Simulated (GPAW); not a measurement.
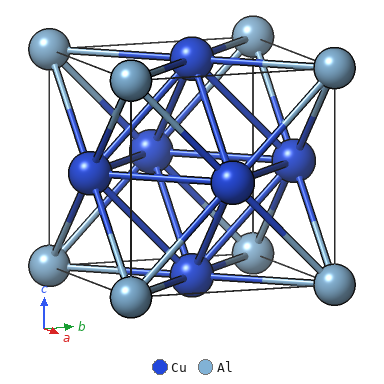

System: AlCu₃, space group Pm-3m (No. 221). The picture shows the conventional cell.

Input file:
```
from ase import Atoms
from ase.eos import EquationOfState
from ase.io import Trajectory
from ase.units import GPa
from gpaw import GPAW, PW, setup_paths

setup_paths.insert(0, '.')

atoms = Atoms(['Cu', 'Cu', 'Cu', 'Al'],
              cell=[[3.63737667, 0.0, 0.0],
                    [0.0, 3.63737667, 0.0],
                    [0.0, 0.0, 3.63737667]],
              scaled_positions=[[0.0, 0.5, 0.5],
                                [0.5, 0.0, 0.5],
                                [0.5, 0.5, 0.0],
                                [0.0, 0.0, 0.0]],
              pbc=True)

traj = Trajectory('eos.traj', 'w')
volumes, energies = [], []
for x in [0.94, 0.96, 0.98, 1.0, 1.02, 1.04, 1.06]:
    a = atoms.copy()
    a.set_cell(atoms.cell * x**(1 / 3), scale_atoms=True)
    calc = GPAW(mode=PW(600),
                xc='PBEsol',
                kpts={'size': (7, 7, 7), 'gamma': True},
                occupations={'name': 'fermi-dirac', 'width': 0.05},
                nbands=35,
                convergence={'density': 1e-05, 'energy': 1e-05},
                maxiter=150,
                txt=f'eos-{x:.2f}.txt')
    a.calc = calc
    energies.append(a.get_potential_energy(force_consistent=True))
    volumes.append(a.get_volume())
    p = -a.get_stress()[:3].mean() / GPa
    calc.write(f'eos-{x:.2f}.gpw')
    traj.write(a)
    print(f'{x:.2f} {volumes[-1]:10.4f} A^3 {energies[-1]:14.6f} eV {p:9.3f} GPa', flush=True)

v0, e0, B = EquationOfState(volumes, energies, eos='birchmurnaghan').fit()
print(f'V0 = {v0:.4f} A^3, E0 = {e0:.6f} eV, B0 = {B / GPa:.2f} GPa')
```

Command:
```bash
gpaw-setup -f PBEsol Al Cu
OMP_NUM_THREADS=1 python run.py
```

How it was computed, with GPAW 26.7.0: PAW DFT in plane waves, on a grid or in atomic orbitals, no spin polarisation; energies at scaled volumes of the given cell, shape and fractions fixed, counted from the fit's minimum, third-order Birch-Murnaghan fit. Level: PBEsol.

- k mesh: 7×7×7
- occupations: Fermi–Dirac
- smearing width: 0.05 eV
- potentials: PAW data sets made by gpaw setup for the functional
- wave cutoff: 600 eV
- program settings: basis pw

Predict the energy and pressure against volume. The volume takes the values 11.31, 11.55, 11.79, 12.03, 12.27, 12.51, 12.75 Å³/atom.

A third-order Birch–Murnaghan fit gives V0 = 12.10 Å³/atom, B0 = 149 GPa and B′ = 4.7. The energy is 27.63 meV/atom at volume 11.31 Å³/atom and 14.69 meV/atom at 12.75 Å³/atom; the lowest computed point is at volume 12.03 Å³/atom (0.20 meV/atom), and no other minimum shows. The pressure falls from 11.72 GPa at volume 11.31 Å³/atom to −7.02 GPa at 12.75 Å³/atom, and changes sign near 12.09 Å³/atom.

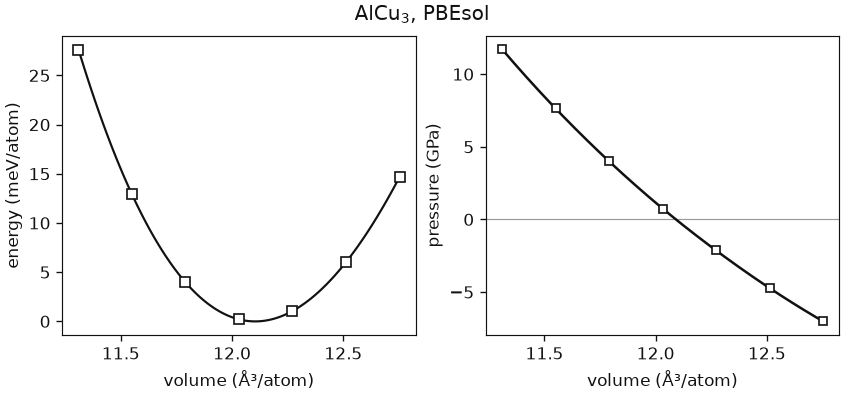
